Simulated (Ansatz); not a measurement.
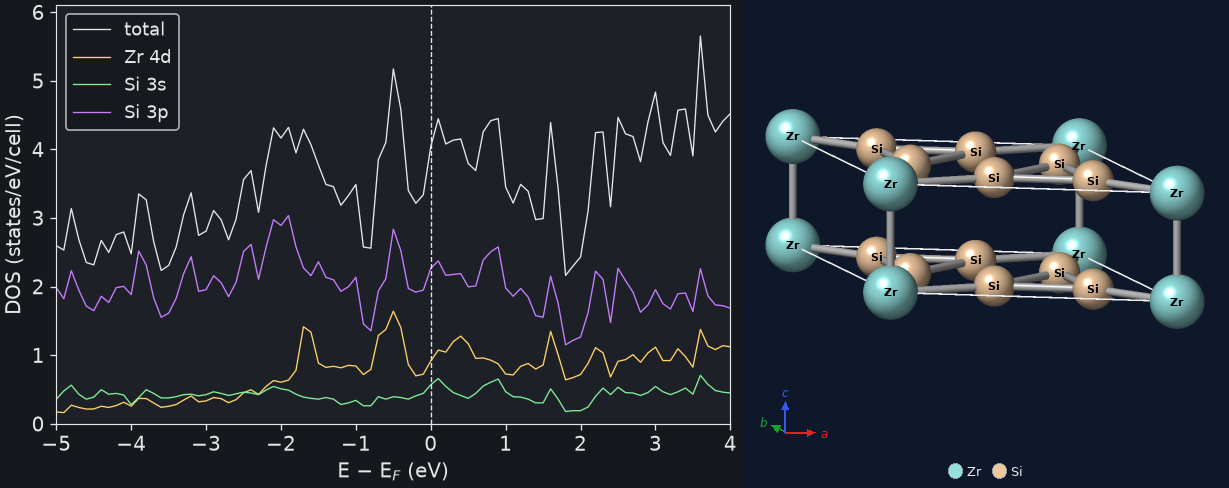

Density of states, beside the structure. Energies are counted from the Fermi level. The partial curves are projected on Löwdin-orthogonalised atomic shells.

Input of the run:

```
crystal:
  lattice:
    - [7.1710526678, 0.0, 0.0]
    - [-3.5855263339, 6.2103137822, 0.0]
    - [0.0, 0.0, 2.7091500821]
  atoms:
    - { symbol: Zr, position: [0.0, 0.0, 0.0] }
    - { symbol: Si, position: [0.2183686936, 0.7816313064, 0.0] }
    - { symbol: Si, position: [0.2183686936, 0.4367373873, 0.0] }
    - { symbol: Si, position: [0.5632626127, 0.7816313064, 0.0] }
    - { symbol: Si, position: [0.7816313064, 0.2183686936, 0.0] }
    - { symbol: Si, position: [0.7816313064, 0.5632626127, 0.0] }
    - { symbol: Si, position: [0.4367373873, 0.2183686936, 0.0] }
basis:
  ecutwfc: 420
kpoints:
  mp_grid: { grid: [6, 6, 14] }
  band_path:
    path:
      - [[0.0, 0.0, 0.0], [0.5, 0.0, 0.0], [0.33333333, 0.33333333, 0.0], [0.0, 0.0, 0.0], [0.0, 0.0, 0.5], [0.5, 0.0, 0.5], [0.33333333, 0.33333333, 0.5], [0.0, 0.0, 0.5]]
      - [[0.5, 0.0, 0.5], [0.5, 0.0, 0.0]]
      - [[0.33333333, 0.33333333, 0.5], [0.33333333, 0.33333333, 0.0]]
    npoints: 14
hamiltonian:
  xc: pbe
scf:
  occupations: { method: gaussian, width: 0.1 }
  n_extra_bands: 17
output:
  forces: true
  stress: true
  eigenvalues: true
  populations: true
  dos: { projected: true, de: 0.02, nscf_kmesh: { grid: [8, 8, 17] } }
  bader: true
  write_density: true
  write_potential: true
  elf: true
  volumetric_format: npy
```

Command:
```bash
ansatz run input.yaml --threads 1 --pin off --max-ram 2560MiB --backend cpu --events-out ev --progress --plain --runs-dir out
```

Metal or insulator, and how many states lie at the Fermi level?

Answer. It is a metal. The density of states at the Fermi level is about 3.8 per eV and cell (mean within 0.25 eV), or 0.55 per atom.

Which states dominate at the Fermi level?

Answer. By projected weight, the states within 0.3 eV of the Fermi level are Si 3p (60 %), Zr 4d (25 %) and Si 3s (15 %).

The structure is an invented one, so it need not be a known or stable phase.
